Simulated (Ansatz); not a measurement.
## Geometry relaxation, with input and output: TiAl (part 1 of 2)

TiAl (P4/mmm, 2 atoms in the cell), computed with DFT PBE, scalar-relativistic, plane waves, PAW, no spin polarisation (Ansatz 0.2.0).

The structure was made by a generator, so it may or may not be a known phase.

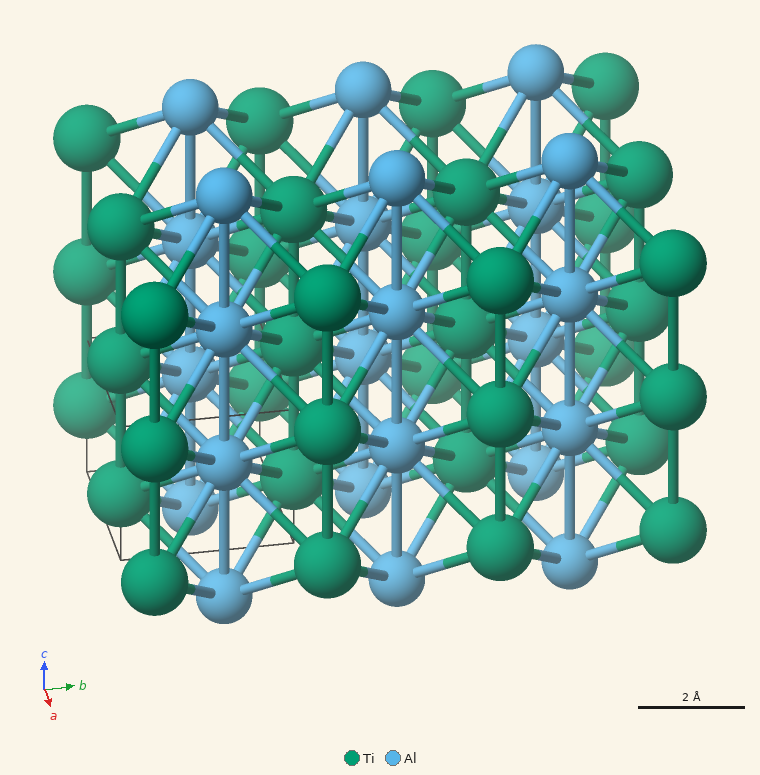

The structure as given in the input (ball-and-stick view of the cell of the calculation, repeated 2 × 3 × 3, seen at an oblique angle). An atom can appear more than once, as a periodic image. Near neighbours in the periodic cell (some may lie outside the picture): Ti has 8 Al at 2.77 Å and 2 Ti at 2.93 Å; Al has 2 Al at 2.93 Å and 8 Ti at 2.77 Å.

Summary:

| quantity | value |
| --- | --- |
| outcome | converged |
| space group (tolerance 0.01 Å) | P4/mmm (123) |
| electrons treated | 15 |
| free energy | −3037.7240 eV |
| Fermi energy | 11.185 eV |
| gap on the k-point mesh | none (metallic) |
| pressure | 0.01 GPa |
| final volume | 32.59 Å³ |
| largest force (length of the vector) at the end | under 0.001 eV/Å |
| final cell | a = 3.362 Å, b = 3.362 Å, c = 2.884 Å, α = 90.00°, β = 90.00°, γ = 90.00° |
| hardware | 1 thread of Arm Neoverse N1, 60 GiB of memory available, shared host |
| wall time | 1.8 min |
| peak memory | 0.47 GiB |

Input:
```yaml
crystal:
  lattice:
    - [3.326722603, 0.0, 0.0]
    - [0.0, 3.326722603, 0.0]
    - [0.0, 0.0, 2.933246781]
  atoms:
    - { symbol: Ti, position: [0.0, 0.0, 0.5] }
    - { symbol: Al, position: [0.5, 0.5, 0.0] }
basis:
  ecutwfc: 420
kpoints:
  mp_grid: { grid: [16, 16, 18] }
hamiltonian:
  xc: pbe
scf:
  occupations: { method: gaussian, width: 0.1 }
output:
  forces: true
  stress: true
  eigenvalues: true
relax:
  adjacent_minimum: "off"
  f_tol: 0.01
  max_steps: 80
  cell: { stress_tol: 0.05 }
```

Command:
```bash
ansatz run input.yaml --threads 1 --pin off --max-ram 2560MiB --backend cpu --events-out ev --progress --plain --runs-dir out
```

Output:
```
Engine: ansatz 0.2.0, aarch64-unknown-linux-gnu
Pseudopotentials: kind: paw
Pseudopotential: Ti, paw, valence charge 12, recommended cutoff 420 eV (normal), Ti.paw.azcp
Pseudopotential: Al, paw, valence charge 3, recommended cutoff 420 eV (normal), Al.paw.azcp
Functional definition: PBE
  parameter kappa = 0.804
  parameter beta = 0.06672455060314922
  exchange = pbe_x(kappa = kappa, mu = beta*pi^2/3)
  correlation = pbe_c(beta = beta)
Crystal: 2 atoms, lattice volume = 32.462 Å³
Basis set: ecut = 420 eV, 649 PW (Γ), exchange–correlation on 48×48×40 points (8 copies of the dense FFT grid, shifted against one another)
Bands: 12, of which v1, the nominal top of the filled ones, is band 8 counted from 1 (7 counted from 0)
Symmetry: 16 space group operations
Space group: P4/mmm (ITA 123), of the structure as read, at distance tolerance 3.2e-5 Å
k-points: 450 of 4608
Non-local potential: Ti, projectors of the file, l = 0: 3, l = 1: 2, l = 2: 3, l = 3: 1
Non-local potential: Al, projectors of the file, l = 0: 2, l = 1: 2, l = 2: 1
PAW form: soft (Blöchl's): semilocal exchange-correlation on the pseudo side does not see the compensation charge
PAW one-centre angular grid: Ti, 590 points (default); XC on 64 Gauss nodes
PAW one-centre angular grid: Al, 110 points (default); XC on 64 Gauss nodes
Initial density: superposition of atomic densities (neutral atoms: chi_scale 0, normalization atom), corrected by the library's trained network
Initial wavefunctions: pseudopotential atomic-orbital guess
Functional: x = pbe(κ = 0.804, μ = 0.2195149727645171), c = pbe(β = 0.06672455060314922)
SCF iter   1: F=—  HF=-3037.724968 eV  |F-HF|=—  |Δ(HF+E_count)|=         —  Δρ=5.62e-3  dr2=1.28e-2  ethr=1.77e-3  ⟨swp⟩=5.0  Hψ=27212  notcnv=0
preconditioner: auto → none  [metal: Δε(μ)=0.002 eV  Ē_g=5.239 eV  σ=0.100 eV  W_gap=0.01  n_scr=6 (ndim 8)  ℏωp=17.2 eV  f_vac=0.000  D(μ)=3.03/eV (n_scr^D=30)  sad-step TF]
SCF iter   2: F=—  HF=-3037.723464 eV  |F-HF|=—  |Δ(HF+E_count)|=   1.50e-3  Δρ=3.53e-3  dr2=5.66e-3  ethr=8.50e-5  ⟨swp⟩=1.0  Hψ=9000  notcnv=0
SCF iter   3: F=—  HF=-3037.722339 eV  |F-HF|=—  |Δ(HF+E_count)|=   1.13e-3  Δρ=2.60e-4  dr2=1.45e-5  ethr=3.77e-5  ⟨swp⟩=2.0  Hψ=6195  notcnv=0
SCF iter   4: F=—  HF=-3037.722369 eV  |F-HF|=—  |Δ(HF+E_count)|=   3.04e-5  Δρ=8.01e-5  dr2=1.42e-6  ethr=9.64e-8  ⟨swp⟩=2.2  Hψ=8328  notcnv=0
iter 5 did not close the SCF: its close was put off for the readings that it lacked (scf_convergence_deferred on its scf_iter line)
SCF iter   5: F=-3037.722369 eV  HF=-3037.722369 eV  |F-HF|=5.31e-9  |Δ(HF+E_count)|=   9.23e-8  Δρ=1.07e-5  dr2=2.01e-8  ethr=9.45e-9  ⟨swp⟩=2.7  Hψ=8419  notcnv=0
SCF iter   6: F=-3037.722369 eV  HF=-3037.722369 eV  |F-HF|=2.01e-9  |Δ(HF+E_count)|=   3.32e-9  Δρ=2.97e-6  dr2=2.87e-9  ethr=1.34e-10  ⟨swp⟩=2.0  Hψ=17314  notcnv=0
SCF 1 converged in 6 iterations: F = -3037.722369 eV  dr2 = 2.87e-9
  greatest PAW one-centre occupation: 0.999 electrons in one spin orbital (limit 2), on the Ti atom at site 0 (counted from 0), in its partial waves of l = 0
relax step   1: F+E_penalty+E_count = -3037.72236923 eV  Δ(F+E_penalty+E_count) = +0.000e0 eV  max|allowed force component| = 3.575e-31 eV/Å  Δτ_max = 0.0000 Å  P = +0.189 GPa  Ω = 32.462 Å³  (6 SCF iters, dr2 threshold 1.00e-7 eV, accepted)
Crystal: 2 atoms, lattice volume = 32.554 Å³
Initial density: handed on by an earlier stage of this run
Initial wavefunctions: those handed on with the density
iter 1 solved again at ethr=1.03e-6 eV; its pass at ethr=3.10e-3 eV (dr2=1.55e-4 eV) is discarded
SCF iter   1: F=—  HF=-3037.723091 eV  |F-HF|=—  |Δ(HF+E_count)|=         —  Δρ=9.31e-4  dr2=1.94e-4  ethr=1.03e-6  ⟨swp⟩=2.0  Hψ=33942  notcnv=0
preconditioner: auto → none  [metal: Δε(μ)=0.003 eV  Ē_g=5.266 eV  σ=0.100 eV  W_gap=0.02  n_scr=6 (ndim 8)  ℏωp=17.2 eV  f_vac=0.000  D(μ)=3.02/eV (n_scr^D=30)]
SCF iter   2: F=—  HF=-3037.723081 eV  |F-HF|=—  |Δ(HF+E_count)|=   9.89e-6  Δρ=4.07e-4  dr2=2.01e-5  ethr=1.03e-6  ⟨swp⟩=1.8  Hψ=6631  notcnv=0
SCF iter   3: F=—  HF=-3037.723083 eV  |F-HF|=—  |Δ(HF+E_count)|=   1.45e-6  Δρ=1.18e-4  dr2=1.63e-6  ethr=1.34e-7  ⟨swp⟩=1.0  Hψ=5400  notcnv=0
iter 4 did not close the SCF: its close was put off for the readings that it lacked (scf_convergence_deferred on its scf_iter line)
SCF iter   4: F=-3037.723083 eV  HF=-3037.723083 eV  |F-HF|=1.61e-9  |Δ(HF+E_count)|=   2.80e-7  Δρ=1.03e-5  dr2=1.38e-8  ethr=1.08e-8  ⟨swp⟩=1.3  Hψ=5891  notcnv=0
iter 5 did not close the SCF: its close was put off for the readings that it lacked (scf_convergence_deferred on its scf_iter line)
SCF iter   5: F=-3037.723083 eV  HF=-3037.723083 eV  |F-HF|=3.74e-10  |Δ(HF+E_count)|=   2.05e-9  Δρ=1.71e-6  dr2=5.87e-10  ethr=9.23e-11  ⟨swp⟩=2.4  Hψ=8141  notcnv=0
SCF iter   6: F=-3037.723083 eV  HF=-3037.723083 eV  |F-HF|=9.09e-13  |Δ(HF+E_count)|=  1.26e-10  Δρ=2.29e-7  dr2=7.29e-12  ethr=3.91e-12  ⟨swp⟩=1.0  Hψ=16053  notcnv=0
SCF 2 converged in 6 iterations: F = -3037.723083 eV  dr2 = 7.29e-12
relax step   2: F+E_penalty+E_count = -3037.72308311 eV  Δ(F+E_penalty+E_count) = -7.139e-4 eV  max|allowed force component| = 1.172e-28 eV/Å  Δτ_max = 0.0000 Å  P = -0.056 GPa  Ω = 32.554 Å³  energy of the carried Pulay correction = -2.411e-5 eV  (6 SCF iters, dr2 threshold 2.00e-7 eV, accepted)
Crystal: 2 atoms, lattice volume = 32.522 Å³
iter 1 solved again at ethr=2.99e-5 eV; its pass at ethr=3.10e-3 eV (dr2=4.49e-3 eV) is discarded
SCF iter   1: F=—  HF=-3037.723958 eV  |F-HF|=—  |Δ(HF+E_count)|=         —  Δρ=4.32e-3  dr2=4.53e-3  ethr=2.99e-5  ⟨swp⟩=1.0  Hψ=37660  notcnv=0
preconditioner: auto → none  [metal: Δε(μ)=0.011 eV  Ē_g=5.274 eV  σ=0.100 eV  W_gap=0.06  n_scr=6 (ndim 8)  ℏωp=17.2 eV  f_vac=0.000  D(μ)=2.78/eV (n_scr^D=30)]
SCF iter   2: F=—  HF=-3037.723075 eV  |F-HF|=—  |Δ(HF+E_count)|=   8.84e-4  Δρ=1.75e-3  dr2=3.73e-4  ethr=2.99e-5  ⟨swp⟩=1.4  Hψ=5989  notcnv=0
SCF iter   3: F=—  HF=-3037.723108 eV  |F-HF|=—  |Δ(HF+E_count)|=   3.31e-5  Δρ=5.63e-4  dr2=3.45e-5  ethr=2.49e-6  ⟨swp⟩=1.0  Hψ=5400  notcnv=0
SCF iter   4: F=—  HF=-3037.723140 eV  |F-HF|=—  |Δ(HF+E_count)|=   3.22e-5  Δρ=4.62e-5  dr2=2.79e-7  ethr=2.30e-7  ⟨swp⟩=1.6  Hψ=6144  notcnv=0
iter 5 did not close the SCF: its close was put off for the readings that it lacked (scf_convergence_deferred on its scf_iter line)
SCF iter   5: F=-3037.723140 eV  HF=-3037.723140 eV  |F-HF|=9.64e-9  |Δ(HF+E_count)|=   9.80e-8  Δρ=6.75e-6  dr2=1.14e-8  ethr=1.86e-9  ⟨swp⟩=2.6  Hψ=8021  notcnv=0
SCF iter   6: F=-3037.723140 eV  HF=-3037.723140 eV  |F-HF|=3.18e-12  |Δ(HF+E_count)|=   2.02e-9  Δρ=6.57e-7  dr2=6.33e-11  ethr=7.62e-11  ⟨swp⟩=1.2  Hψ=16298  notcnv=0
the search or the solves at the SCF's close seem to have found levels that the self-consistency loop had missed (the run counts 1). By its estimate they hold under 1e-12 electrons; where the run keeps them, the occupations were computed again with them
SCF 3 converged in 6 iterations: F = -3037.723140 eV  dr2 = 6.33e-11
relax step   3: F+E_penalty+E_count = -3037.72314006 eV  Δ(F+E_penalty+E_count) = -5.695e-5 eV  max|allowed force component| = 6.163e-32 eV/Å  Δτ_max = 0.0000 Å  P = +0.416 GPa  Ω = 32.522 Å³  energy of the carried Pulay correction = -2.074e-5 eV  (6 SCF iters, dr2 threshold 2.00e-7 eV, accepted)
Crystal: 2 atoms, lattice volume = 32.604 Å³
iter 1 solved again at ethr=9.38e-6 eV; its pass at ethr=3.10e-3 eV (dr2=1.41e-3 eV) is discarded
SCF iter   1: F=—  HF=-3037.724178 eV  |F-HF|=—  |Δ(HF+E_count)|=         —  Δρ=2.30e-3  dr2=1.34e-3  ethr=9.38e-6  ⟨swp⟩=1.8  Hψ=34506  notcnv=0
preconditioner: auto → none  [metal: Δε(μ)=0.003 eV  Ē_g=5.259 eV  σ=0.100 eV  W_gap=0.02  n_scr=6 (ndim 8)  ℏωp=17.2 eV  f_vac=0.000  D(μ)=2.91/eV (n_scr^D=30)]
SCF iter   2: F=—  HF=-3037.723899 eV  |F-HF|=—  |Δ(HF+E_count)|=   2.79e-4  Δρ=9.14e-4  dr2=1.02e-4  ethr=8.93e-6  ⟨swp⟩=1.5  Hψ=6194  notcnv=0
SCF iter   3: F=—  HF=-3037.723930 eV  |F-HF|=—  |Δ(HF+E_count)|=   3.09e-5  Δρ=3.06e-4  dr2=1.02e-5  ethr=6.78e-7  ⟨swp⟩=1.0  Hψ=5400  notcnv=0
iter 4 did not close the SCF: its close was put off for the readings that it lacked (scf_convergence_deferred on its scf_iter line)
SCF iter   4: F=-3037.723932 eV  HF=-3037.723932 eV  |F-HF|=1.11e-8  |Δ(HF+E_count)|=   2.31e-6  Δρ=2.37e-5  dr2=7.30e-8  ethr=6.82e-8  ⟨swp⟩=1.3  Hψ=5816  notcnv=0
iter 5 did not close the SCF: its close was put off for the readings that it lacked (scf_convergence_deferred on its scf_iter line)
SCF iter   5: F=-3037.723932 eV  HF=-3037.723932 eV  |F-HF|=2.22e-9  |Δ(HF+E_count)|=   2.45e-8  Δρ=3.21e-6  dr2=2.47e-9  ethr=4.86e-10  ⟨swp⟩=2.5  Hψ=7710  notcnv=0
SCF iter   6: F=-3037.723932 eV  HF=-3037.723932 eV  |F-HF|=5.46e-12  |Δ(HF+E_count)|=  6.67e-10  Δρ=4.64e-7  dr2=2.17e-11  ethr=1.64e-11  ⟨swp⟩=1.4  Hψ=16185  notcnv=0
SCF 4 converged in 6 iterations: F = -3037.723932 eV  dr2 = 2.17e-11
relax step   4: F+E_penalty+E_count = -3037.72393196 eV  Δ(F+E_penalty+E_count) = -7.919e-4 eV  max|allowed force component| = 5.916e-31 eV/Å  Δτ_max = 0.0000 Å  P = -0.064 GPa  Ω = 32.604 Å³  energy of the carried Pulay correction = -3.876e-5 eV  (6 SCF iters, dr2 threshold 2.00e-7 eV, accepted)
Crystal: 2 atoms, lattice volume = 32.594 Å³
iter 1 solved again at ethr=1.83e-7 eV; its pass at ethr=3.10e-3 eV (dr2=2.75e-5 eV) is discarded
```
